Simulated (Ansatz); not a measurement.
**Geometry relaxation, with input and output: Si$_{52}$C$_{12}$ (part 1 of 3)**

The run: geometry relaxation of Si$_{52}$C$_{12}$ (64 atoms in the cell). Method and program: DFT, PBEsol, PAW, plane waves (Ansatz 0.2.0).

The structure was built on a prototype by a generator.

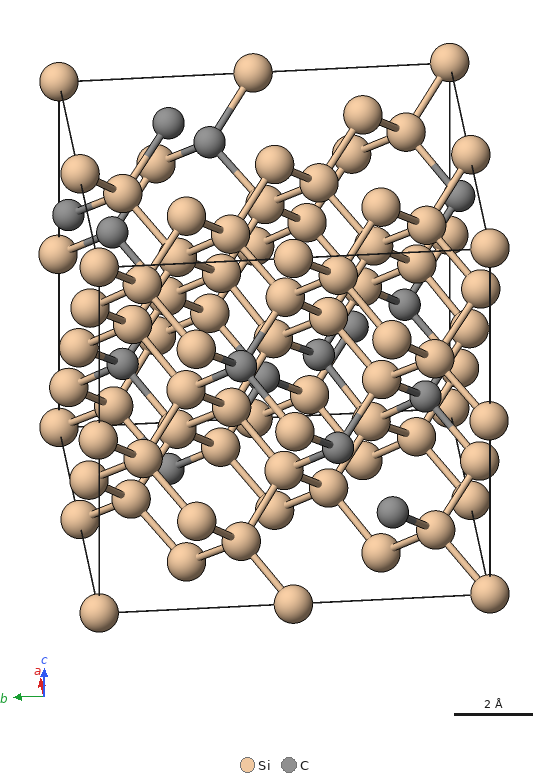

The structure as given in the input (ball-and-stick view of the cell of the calculation, seen at an oblique angle).

Input
```yaml
crystal:
  lattice:
    - [10.151564, 0.000000, 0.000000]
    - [0.000000, 10.151564, 0.000000]
    - [0.000000, 0.000000, 10.151564]
  atoms:
    - { symbol: Si, position: [0.999832, 0.000068, 0.001253] }
    - { symbol: Si, position: [0.000171, 0.002388, 0.501854] }
    - { symbol: Si, position: [0.001641, 0.503000, 0.998238] }
    - { symbol: Si, position: [0.998568, 0.499399, 0.498614] }
    - { symbol: Si, position: [0.497150, 0.997767, 0.004532] }
    - { symbol: Si, position: [0.497852, 0.001421, 0.501144] }
    - { symbol: Si, position: [0.501713, 0.499450, 0.001258] }
    - { symbol: Si, position: [0.501220, 0.502780, 0.498235] }
    - { symbol: Si, position: [0.126925, 0.125860, 0.124921] }
    - { symbol: Si, position: [0.126445, 0.128138, 0.620393] }
    - { symbol: Si, position: [0.122484, 0.623903, 0.121770] }
    - { symbol: Si, position: [0.625873, 0.123619, 0.126422] }
    - { symbol: Si, position: [0.625039, 0.122887, 0.626504] }
    - { symbol: Si, position: [0.625871, 0.624841, 0.123855] }
    - { symbol: Si, position: [0.626802, 0.622651, 0.626305] }
    - { symbol: Si, position: [0.249975, 0.252976, 0.999534] }
    - { symbol: Si, position: [0.251456, 0.251414, 0.499938] }
    - { symbol: Si, position: [0.249487, 0.751060, 0.001199] }
    - { symbol: Si, position: [0.249171, 0.752145, 0.499366] }
    - { symbol: Si, position: [0.747291, 0.248292, 0.999334] }
    - { symbol: Si, position: [0.751390, 0.249193, 0.499546] }
    - { symbol: Si, position: [0.748309, 0.749528, 0.501996] }
    - { symbol: Si, position: [0.374337, 0.374472, 0.127206] }
    - { symbol: Si, position: [0.371621, 0.374874, 0.624278] }
    - { symbol: Si, position: [0.375316, 0.879676, 0.122620] }
    - { symbol: Si, position: [0.376062, 0.875836, 0.626782] }
    - { symbol: Si, position: [0.875505, 0.371568, 0.127352] }
    - { symbol: Si, position: [0.873950, 0.378125, 0.626587] }
    - { symbol: Si, position: [0.874352, 0.872936, 0.123447] }
    - { symbol: Si, position: [0.252040, 0.000404, 0.250100] }
    - { symbol: Si, position: [0.249595, 0.997861, 0.749000] }
    - { symbol: Si, position: [0.248228, 0.501371, 0.252534] }
    - { symbol: Si, position: [0.251687, 0.497877, 0.751503] }
    - { symbol: Si, position: [0.750725, 0.000574, 0.250576] }
    - { symbol: Si, position: [0.750718, 0.498309, 0.752055] }
    - { symbol: Si, position: [0.372470, 0.123540, 0.874008] }
    - { symbol: Si, position: [0.374061, 0.622662, 0.374236] }
    - { symbol: Si, position: [0.370900, 0.625829, 0.877096] }
    - { symbol: Si, position: [0.874188, 0.124665, 0.874275] }
    - { symbol: Si, position: [0.879441, 0.626435, 0.375381] }
    - { symbol: Si, position: [0.999085, 0.251067, 0.750654] }
    - { symbol: Si, position: [0.000778, 0.750326, 0.251921] }
    - { symbol: Si, position: [0.998918, 0.751728, 0.750726] }
    - { symbol: Si, position: [0.498569, 0.252918, 0.245796] }
    - { symbol: Si, position: [0.501992, 0.246027, 0.751694] }
    - { symbol: Si, position: [0.499717, 0.749500, 0.250576] }
    - { symbol: Si, position: [0.498503, 0.748311, 0.748438] }
    - { symbol: Si, position: [0.123358, 0.375502, 0.877032] }
    - { symbol: Si, position: [0.124786, 0.874862, 0.373818] }
    - { symbol: Si, position: [0.126375, 0.876784, 0.876590] }
    - { symbol: Si, position: [0.619869, 0.373676, 0.877961] }
    - { symbol: Si, position: [0.622102, 0.875652, 0.873560] }
    - { symbol: C, position: [0.128349, 0.623797, 0.625400] }
    - { symbol: C, position: [0.749142, 0.745459, 0.001642] }
    - { symbol: C, position: [0.875713, 0.876361, 0.625140] }
    - { symbol: C, position: [0.750110, 0.001617, 0.749706] }
    - { symbol: C, position: [0.752109, 0.501135, 0.250842] }
    - { symbol: C, position: [0.376359, 0.126319, 0.377121] }
    - { symbol: C, position: [0.873121, 0.128302, 0.375812] }
    - { symbol: C, position: [0.874055, 0.627565, 0.873000] }
    - { symbol: C, position: [0.999673, 0.248550, 0.250735] }
    - { symbol: C, position: [0.127088, 0.375865, 0.376144] }
    - { symbol: C, position: [0.626366, 0.373345, 0.376924] }
    - { symbol: C, position: [0.630138, 0.875244, 0.376436] }
kpoints:
  mp_grid: { grid: [1, 1, 1], shift: [0.5, 0.5, 0.5] }
hamiltonian:
  xc: pbesol
scf:
  occupations: { method: fermi_dirac, width: 0.01 }
relax:
  f_tol: 0.03
  max_steps: 80
  escape_saddle: false
  adjacent_minimum: "off"
  cell: { fix: [shape] }
output:
  forces: true
  eigenvalues: true
  populations: true
```

Hardware: 7 threads of Arm Neoverse-V2, 14 GiB of memory available, shared host.

Run as:
```bash
ansatz run in.yaml --threads 7 --pin off --max-ram 13300MiB --runs-dir r --events-out ev --progress --plain
```

What the program printed
```
Pseudopotentials: kind: paw
Functional definition: PBEsol
  exchange = pbesol_x
  correlation = pbesol_c
Crystal: 64 atoms, lattice volume = 1046.162 Å³
Basis set: ecut = 420 eV, 20341 PW (Γ), exchange–correlation on 144×144×144 points (8 copies of the dense FFT grid, shifted against one another)
Bands: 192, of which v1, the nominal top of the filled ones, is band 128 counted from 1 (127 counted from 0)
Symmetry: 1 space group operations
Space group: P1 (ITA 1), of the structure as read, at distance tolerance 1.0e-4 Å
k-points: 1
Non-local potential: Si, projectors of the file, l = 0: 2, l = 1: 2, l = 2: 2
Non-local potential: C, projectors of the file, l = 0: 2, l = 1: 2, l = 2: 1
PAW form: soft (Blöchl's): semilocal exchange-correlation on the pseudo side does not see the compensation charge
PAW frozen core: Si, regenerated for the run's functional, and the local potential with it (the file was generated under x = pbe(κ = 0.804, μ = 0.2195149727645171), c = pbe(β = 0.06672455060314922))
PAW frozen core: C, regenerated for the run's functional, and the local potential with it (the file was generated under x = pbe(κ = 0.804, μ = 0.2195149727645171), c = pbe(β = 0.06672455060314922))
PAW one-centre angular grid: Si, 110 points (default); XC on 64 Gauss nodes
PAW one-centre angular grid: C, 110 points (default); XC on 64 Gauss nodes
Initial density: superposition of atomic densities (neutral atoms: chi_scale 0, normalization atom), corrected by the library's trained network
Initial wavefunctions: pseudopotential atomic-orbital guess
Functional: x = pbesol(κ = 0.804, μ = 0.12345679012345678), c = pbesol(β = 0.046)
SCF iter   1: F=—  HF=-35231.704830 eV  |F-HF|=—  |Δ(HF+E_count)|=         —  Δρ=4.19e-3  dr2=3.62e-1  ethr=1.77e-3  ⟨swp⟩=6.0  Hψ=892  notcnv=0  defer=31
preconditioner: auto → Resta (q_TF=auto, 2.158 Å⁻¹)  ε∞=5.8  [insulator: Δε(μ)=1.215 eV  Ē_g=8.366 eV  σ=0.010 eV  W_gap=1.00  n_scr=178 (ndim 8)  ℏωp=18.4 eV  f_vac=0.000  D(μ)=0.00/eV (n_scr^D=0)  ε∞_Penn≈5.8]
SCF iter   2: F=—  HF=-35231.655138 eV  |F-HF|=—  |Δ(HF+E_count)|=   4.97e-2  Δρ=1.86e-3  dr2=7.06e-2  ethr=1.42e-4  ⟨swp⟩=1.0  Hψ=221  notcnv=0  defer=47
SCF iter   3: F=—  HF=-35231.642137 eV  |F-HF|=—  |Δ(HF+E_count)|=   1.30e-2  Δρ=3.30e-4  dr2=1.55e-3  ethr=2.76e-5  ⟨swp⟩=2.0  Hψ=208  notcnv=0  defer=60
SCF iter   4: F=—  HF=-35231.642035 eV  |F-HF|=—  |Δ(HF+E_count)|=   1.02e-4  Δρ=7.93e-5  dr2=9.75e-5  ethr=6.04e-7  ⟨swp⟩=2.0  Hψ=248  notcnv=0  defer=60
SCF iter   5: F=—  HF=-35231.642047 eV  |F-HF|=—  |Δ(HF+E_count)|=   1.18e-5  Δρ=2.00e-5  dr2=5.78e-6  ethr=3.81e-8  ⟨swp⟩=3.0  Hψ=321  notcnv=0  defer=60
SCF iter   6: F=—  HF=-35231.642049 eV  |F-HF|=—  |Δ(HF+E_count)|=   2.39e-6  Δρ=4.06e-6  dr2=2.10e-7  ethr=2.26e-9  ⟨swp⟩=2.0  Hψ=204  notcnv=0  defer=60
SCF iter   7: F=-35231.642050 eV  HF=-35231.642050 eV  |F-HF|=2.50e-9  |Δ(HF+E_count)|=   1.10e-7  Δρ=1.01e-6  dr2=1.43e-8  ethr=3.91e-11  ⟨swp⟩=17.0  Hψ=1250  notcnv=0
SCF 1 converged in 7 iterations: F = -35231.642050 eV  dr2 = 1.43e-8
  greatest PAW one-centre occupation: 0.658 electrons in one spin orbital (limit 2), on the Si atom at site 24 (counted from 0), in its partial waves of l = 0
relax step   1: F+E_penalty+E_count = -35231.64204951 eV  Δ(F+E_penalty+E_count) = +0.000e0 eV  max|allowed force component| = 5.505e0 eV/Å  Δτ_max = 0.0000 Å  P = +6.933 GPa  Ω = 1046.162 Å³  fix = [alpha, beta, gamma, b/a, c/a]  reactions: b/a +0.265, c/a -0.213 GPa; alpha -0.727, beta +1.110, gamma -0.755 GPa/rad  (7 SCF iters, dr2 threshold 1.00e-7 eV, accepted)
Crystal: 64 atoms, lattice volume = 1059.329 Å³
Basis set: ecut = 420 eV, 20719 PW (Γ), exchange–correlation on 144×144×144 points (8 copies of the dense FFT grid, shifted against one another)
Initial density: handed on by an earlier stage of this run
Initial wavefunctions: those handed on with the density
iter 1 solved again at ethr=9.30e-4 eV; its pass at ethr=3.10e-3 eV (dr2=2.38e0 eV) is discarded
SCF iter   1: F=—  HF=-35246.194684 eV  |F-HF|=—  |Δ(HF+E_count)|=         —  Δρ=1.44e-2  dr2=2.42e0  ethr=9.30e-4  ⟨swp⟩=5.0  Hψ=970  notcnv=0
preconditioner: auto → Resta (q_TF=auto, 2.153 Å⁻¹)  ε∞=5.7  [insulator: Δε(μ)=0.968 eV  Ē_g=8.385 eV  σ=0.010 eV  W_gap=1.00  n_scr=178 (ndim 8)  ℏωp=18.3 eV  f_vac=0.000  D(μ)=0.00/eV (n_scr^D=0)  ε∞_Penn≈5.7]
SCF iter   2: F=—  HF=-35245.775778 eV  |F-HF|=—  |Δ(HF+E_count)|=   4.19e-1  Δρ=6.90e-3  dr2=4.67e-1  ethr=9.30e-4  ⟨swp⟩=2.0  Hψ=224  notcnv=0
SCF iter   3: F=—  HF=-35245.677976 eV  |F-HF|=—  |Δ(HF+E_count)|=   9.78e-2  Δρ=1.19e-3  dr2=2.07e-2  ethr=1.82e-4  ⟨swp⟩=6.0  Hψ=390  notcnv=0
SCF iter   4: F=—  HF=-35245.674593 eV  |F-HF|=—  |Δ(HF+E_count)|=   3.38e-3  Δρ=2.45e-4  dr2=1.26e-3  ethr=8.10e-6  ⟨swp⟩=3.0  Hψ=345  notcnv=0  defer=60
SCF iter   5: F=—  HF=-35245.674751 eV  |F-HF|=—  |Δ(HF+E_count)|=   1.59e-4  Δρ=6.50e-5  dr2=7.13e-5  ethr=4.92e-7  ⟨swp⟩=2.0  Hψ=252  notcnv=0  defer=60
SCF iter   6: F=-35245.674767 eV  HF=-35245.674767 eV  |F-HF|=3.93e-7  |Δ(HF+E_count)|=   1.52e-5  Δρ=1.17e-5  dr2=1.95e-6  ethr=2.50e-9  ⟨swp⟩=12.0  Hψ=1208  notcnv=0
SCF 2 converged in 6 iterations: F = -35245.674767 eV  dr2 = 1.95e-6
  greatest PAW one-centre occupation: 0.646 electrons in one spin orbital (limit 2), on the Si atom at site 50 (counted from 0), in its partial waves of l = 0
relax step   2: F+E_penalty+E_count = -35245.67476700 eV  Δ(F+E_penalty+E_count) = -1.403e1 eV  max|allowed force component| = 2.458e0 eV/Å  Δτ_max = 0.1948 Å  P = +0.715 GPa  Ω = 1059.329 Å³  energy of the carried Pulay correction = -6.740e-3 eV  fix = [alpha, beta, gamma, b/a, c/a]  reactions: b/a -0.188, c/a +0.164 GPa; alpha -0.522, beta +0.745, gamma -0.555 GPa/rad  (6 SCF iters, dr2 threshol
Crystal: 64 atoms, lattice volume = 1041.702 Å³
iter 1 solved again at ethr=1.09e-3 eV; its pass at ethr=3.10e-3 eV (dr2=2.78e0 eV) is discarded
SCF iter   1: F=—  HF=-35252.576476 eV  |F-HF|=—  |Δ(HF+E_count)|=         —  Δρ=1.56e-2  dr2=2.83e0  ethr=1.09e-3  ⟨swp⟩=5.0  Hψ=956  notcnv=0
preconditioner: auto → Resta (q_TF=auto, 2.159 Å⁻¹)  ε∞=5.7  [insulator: Δε(μ)=0.511 eV  Ē_g=8.507 eV  σ=0.010 eV  W_gap=1.00  n_scr=178 (ndim 8)  ℏωp=18.4 eV  f_vac=0.000  D(μ)=0.00/eV (n_scr^D=0)  ε∞_Penn≈5.7]
relax step   3: F+E_penalty+E_count = -35251.96551037 eV  Δ(F+E_penalty+E_count) = -6.291e0 eV  max|allowed force component| = 7.854e-1 eV/Å  Δτ_max = 0.1988 Å  P = +0.146 GPa  Ω = 1041.702 Å³  energy of the carried Pulay correction = +2.302e-3 eV  fix = [alpha, beta, gamma, b/a, c/a]  reactions: b/a -0.115, c/a +0.226 GPa; alpha -0.414, beta +0.620, gamma -0.752 GPa/rad  (6 SCF iters, dr2 thresho
Crystal: 64 atoms, lattice volume = 1030.799 Å³
Basis set: ecut = 420 eV, 20005 PW (Γ), exchange–correlation on 144×144×144 points (8 copies of the dense FFT grid, shifted against one another)
preconditioner: auto → Resta (q_TF=auto, 2.163 Å⁻¹)  ε∞=5.7  [insulator: Δε(μ)=0.237 eV  Ē_g=8.564 eV  σ=0.010 eV  W_gap=1.00  n_scr=178 (ndim 8)  ℏωp=18.5 eV  f_vac=0.000  D(μ)=0.00/eV (n_scr^D=0)  ε∞_Penn≈5.7]
relax step   4: F+E_penalty+E_count = -35253.46647670 eV  Δ(F+E_penalty+E_count) = -1.501e0 eV  max|allowed force component| = 9.693e-1 eV/Å  Δτ_max = 0.1930 Å  P = +0.397 GPa  Ω = 1030.799 Å³  energy of the carried Pulay correction = +7.972e-3 eV  fix = [alpha, beta, gamma, b/a, c/a]  reactions: b/a +0.292, c/a +0.108 GPa; alpha -0.255, beta +0.666, gamma -0.889 GPa/rad  (6 SCF iters, dr2 thresho
Crystal: 64 atoms, lattice volume = 1040.167 Å³
eigensolver tolerance schedule calibrated: the retry pair's looser diagonalisation under-reported the residual by θ = 0.11 (0.11/decade); ethr = c·dr2/N_el runs at the constant in force after the calibration composes with the one it found (an armed cap, an earlier calibration), c = 8.7e-2
preconditioner: auto → Resta (q_TF=auto, 2.160 Å⁻¹)  ε∞=5.7  [insulator: Δε(μ)=0.198 eV  Ē_g=8.519 eV  σ=0.010 eV  W_gap=1.00  n_scr=178 (ndim 8)  ℏωp=18.4 eV  f_vac=0.000  D(μ)=0.02/eV (n_scr^D=0)  ε∞_Penn≈5.7]
relax step   5: F+E_penalty+E_count = -35253.98510389 eV  Δ(F+E_penalty+E_count) = -5.186e-1 eV  max|allowed force component| = 9.276e-1 eV/Å  Δτ_max = 0.1139 Å  P = -0.612 GPa  Ω = 1040.167 Å³  energy of the carried Pulay correction = +3.097e-3 eV  fix = [alpha, beta, gamma, b/a, c/a]  reactions: b/a +0.332, c/a -0.018 GPa; alpha +0.246, beta +1.037, gamma -1.231 GPa/rad  (6 SCF iters, dr2 thresh
Crystal: 64 atoms, lattice volume = 1041.402 Å³
eigensolver tolerance schedule calibrated: the retry pair's looser diagonalisation under-reported the residual by θ = 0.12 (0.21/decade); ethr = c·dr2/N_el runs at the constant in force after the calibration composes with the one it found (an armed cap, an earlier calibration), c = 2.3e-2
preconditioner: auto → Resta (q_TF=auto, 2.159 Å⁻¹)  ε∞=5.6  [insulator: Δε(μ)=0.080 eV  Ē_g=8.539 eV  σ=0.010 eV  W_gap=0.96  n_scr=178 (ndim 8)  ℏωp=18.4 eV  f_vac=0.000  D(μ)=7.21/eV (n_scr^D=26)  ε∞_Penn≈5.6]
relax step   6: F+E_penalty+E_count = -35254.66201890 eV  Δ(F+E_penalty+E_count) = -6.769e-1 eV  max|allowed force component| = 9.765e-1 eV/Å  Δτ_max = 0.1945 Å  P = -0.421 GPa  Ω = 1041.402 Å³  energy of the carried Pulay correction = +2.458e-3 eV  fix = [alpha, beta, gamma, b/a, c/a]  reactions: b/a +0.529, c/a -0.271 GPa; alpha +0.468, beta +1.283, gamma -1.682 GPa/rad  (6 SCF iters, dr2 thresh
Crystal: 64 atoms, lattice volume = 1046.668 Å³
eigensolver tolerance schedule calibrated: the retry pair's looser diagonalisation under-reported the residual by θ = 0.10 (0.16/decade); ethr = c·dr2/N_el runs at the constant in force after the calibration composes with the one it found (an armed cap, an earlier calibration), c = 3.9e-2
preconditioner: auto → Resta (q_TF=auto, 2.158 Å⁻¹)  ε∞=5.6  [insulator: Δε(μ)=0.087 eV  Ē_g=8.538 eV  σ=0.010 eV  W_gap=0.97  n_scr=178 (ndim 8)  ℏωp=18.4 eV  f_vac=0.000  D(μ)=5.02/eV (n_scr^D=18)  ε∞_Penn≈5.6]
relax step   7: F+E_penalty+E_count = -35255.28939601 eV  Δ(F+E_penalty+E_count) = -6.274e-1 eV  max|allowed force component| = 2.073e0 eV/Å  Δτ_max = 0.1958 Å  P = -0.410 GPa  Ω = 1046.668 Å³  energy of the carried Pulay correction = -2.609e-4 eV  fix = [alpha, beta, gamma, b/a, c/a]  reactions: b/a +0.773, c/a -0.593 GPa; alpha +0.605, beta +1.143, gamma -2.135 GPa/rad  (6 SCF iters, dr2 thresho
```
